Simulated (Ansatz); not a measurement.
# Run report: Sr8Ti8O23 (charge +2), nudged elastic band (part 4 of 4)

Continued. System: Sr8Ti8O23 (defect cell, 39 atoms in the cell, total charge +2). Method: DFT PBE, scalar-relativistic, plane waves, PAW, no spin polarisation (Ansatz 0.2.0); cutoff 420 eV, 2×2×2 k-mesh, Gaussian smearing of 0.02 eV. The structure derives from a Materials Project entry. It belongs to a series of runs on one base structure; here: climbing-image band for the jump of O by 2.50 A.

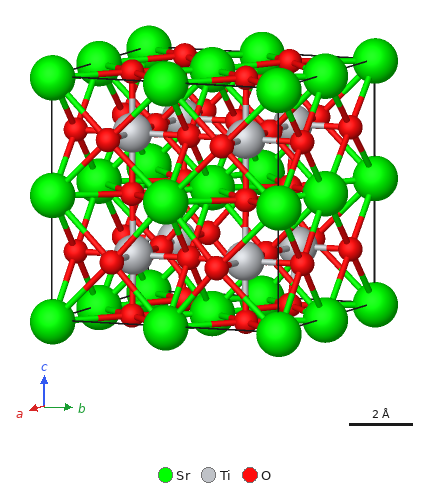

**Figure 1.** The structure as given in the input (ball-and-stick view of the cell of the calculation, seen slightly off an axis).

The last band as extended XYZ, continued:
```
39
Lattice="0.0000 7.8728 0.0000 0.0000 0.0000 7.8728 7.8728 0.0000 0.0000" Properties=species:S:1:pos:R:3:forces:R:3 image=5 energy=-61489.16535
Sr   -0.0746    3.9455   -0.0585   -0.0008  -0.0202  -0.0005
Sr   -0.0766    3.9433    4.0197    0.0015  -0.0122   0.0036
Sr   -0.0837   -0.0068   -0.0651    0.0100   0.0048  -0.0135
Sr   -0.0640   -0.0121    3.9920    0.0142   0.0096   0.0022
Sr    4.0110    3.9455   -0.0585    0.0008  -0.0202  -0.0005
Sr    4.0131    3.9433    4.0197   -0.0015  -0.0122   0.0036
Sr    4.0202   -0.0068   -0.0651   -0.0100   0.0048  -0.0135
Sr    4.0004   -0.0121    3.9920   -0.0142   0.0096   0.0022
Ti    1.9682    2.0951    1.9992    0.0000   0.0037   0.0394
Ti    1.9682    1.9501    5.9722    0.0000   0.0271  -0.0387
Ti    1.9682    5.7483    2.0031    0.0000   0.0029   0.0115
Ti    1.9682    5.9560    5.9137    0.0000  -0.0080   0.0161
Ti    5.9046    1.9357    1.9883    0.0000  -0.0528  -0.0376
Ti    5.9046    1.9660    5.9240    0.0000   0.0059  -0.0350
Ti    5.9046    5.9225    1.9692    0.0000  -0.0292   0.0117
Ti    5.9046    5.9031    5.9052    0.0000  -0.0072   0.0210
O     1.9682    1.5368    3.7497    0.0000   0.1831   0.1457
O     1.9682   -0.0604    5.9863    0.0000  -0.0231  -0.0045
O     1.9682    3.9241    2.1612    0.0000  -0.0055  -0.0736
O     1.9682    3.8513    5.8050    0.0000   0.0368  -0.0270
O     5.9046    0.0389    1.9590    0.0000   0.0113   0.0107
O     5.9046   -0.0090    5.8660    0.0000  -0.0021  -0.0037
O     5.9046    3.9957    1.9129    0.0000   0.0004  -0.0065
O     5.9046    3.9305    5.9050    0.0000  -0.0185   0.0050
O     1.9682    1.8405    0.0070    0.0000   0.0320   0.0019
O     1.9682    6.0458    3.9006    0.0000   0.0378  -0.0293
O     1.9682    5.8598    0.0574    0.0000   0.0137  -0.0310
O     5.9046    2.0258    3.8793    0.0000  -0.0189   0.0433
O     5.9046    1.9707   -0.0586    0.0000  -0.0064   0.0281
O     5.9046    5.8824    3.9170    0.0000  -0.0025  -0.0282
O     5.9046    5.9344   -0.0071    0.0000  -0.0016  -0.0214
O     3.8974    1.9238    1.8817   -0.0113  -0.0602   0.0294
O     3.9247    1.9427    5.8370    0.0201   0.0036   0.0216
O     3.8689    6.0967    1.9632    0.0024  -0.0107  -0.0199
O     3.9361    5.8638    5.9068   -0.0139  -0.0041  -0.0219
O     0.0390    1.9238    1.8817    0.0113  -0.0602   0.0294
O     0.0117    1.9427    5.8370   -0.0201   0.0036   0.0216
O     0.0675    6.0967    1.9632   -0.0024  -0.0107  -0.0199
O     0.0004    5.8638    5.9068    0.0139  -0.0041  -0.0219
39
Lattice="0.0000 7.8728 0.0000 0.0000 0.0000 7.8728 7.8728 0.0000 0.0000" Properties=species:S:1:pos:R:3:forces:R:3 image=6 energy=-61489.20916
Sr   -0.0708    3.9364   -0.0708    0.0052   0.0000   0.0052
Sr   -0.0708    3.9364    4.0072    0.0052   0.0000  -0.0052
Sr   -0.0647    0.0000   -0.0647    0.0032   0.0000   0.0032
Sr   -0.0647    0.0000    4.0012    0.0032   0.0000  -0.0032
Sr    4.0072    3.9364   -0.0708   -0.0052   0.0000   0.0052
Sr    4.0072    3.9364    4.0072   -0.0052   0.0000  -0.0052
Sr    4.0012    0.0000   -0.0647   -0.0032   0.0000   0.0032
Sr    4.0012    0.0000    4.0012   -0.0032   0.0000  -0.0032
Ti    1.9682    2.1051    1.9682    0.0000   0.0000   0.0000
Ti    1.9682    1.9366    5.9046    0.0000  -0.0004   0.0000
Ti    1.9682    5.7677    1.9682    0.0000   0.0000   0.0000
Ti    1.9682    5.9362    5.9046    0.0000   0.0004   0.0000
Ti    5.9046    1.9366    1.9682    0.0000  -0.0004   0.0000
Ti    5.9046    1.9695    5.9046    0.0000  -0.0021   0.0000
Ti    5.9046    5.9362    1.9682    0.0000   0.0004   0.0000
Ti    5.9046    5.9033    5.9046    0.0000   0.0021   0.0000
O     1.9682    1.8251    3.8795    0.0000  -0.0006   0.0117
O     1.9682    0.0000    5.9046    0.0000   0.0000   0.0000
O     1.9682    3.9364    1.9682    0.0000   0.0000   0.0000
O     1.9682    3.9364    5.9046    0.0000   0.0000   0.0000
O     5.9046    0.0000    1.9682    0.0000   0.0000   0.0000
O     5.9046    0.0000    5.9046    0.0000   0.0000   0.0000
O     5.9046    3.9364    1.9682    0.0000   0.0000   0.0000
O     5.9046    3.9364    5.9046    0.0000   0.0000   0.0000
O     1.9682    1.8251    0.0569    0.0000  -0.0006  -0.0117
O     1.9682    6.0478    3.8795    0.0000   0.0006   0.0117
O     1.9682    6.0478    0.0569    0.0000   0.0006  -0.0117
O     5.9046    1.9806    3.9321    0.0000   0.0023   0.0078
O     5.9046    1.9806    0.0044    0.0000   0.0023  -0.0078
O     5.9046    5.8923    3.9321    0.0000  -0.0023   0.0078
O     5.9046    5.8923    0.0044    0.0000  -0.0023  -0.0078
O     3.8795    1.8251    1.9682    0.0117  -0.0006   0.0000
O     3.9321    1.9806    5.9046    0.0078   0.0023   0.0000
O     3.8795    6.0478    1.9682    0.0117   0.0006   0.0000
O     3.9321    5.8923    5.9046    0.0078  -0.0023   0.0000
O     0.0569    1.8251    1.9682   -0.0117  -0.0006   0.0000
O     0.0044    1.9806    5.9046   -0.0078   0.0023   0.0000
O     0.0569    6.0478    1.9682   -0.0117   0.0006   0.0000
O     0.0044    5.8923    5.9046   -0.0078  -0.0023   0.0000
```
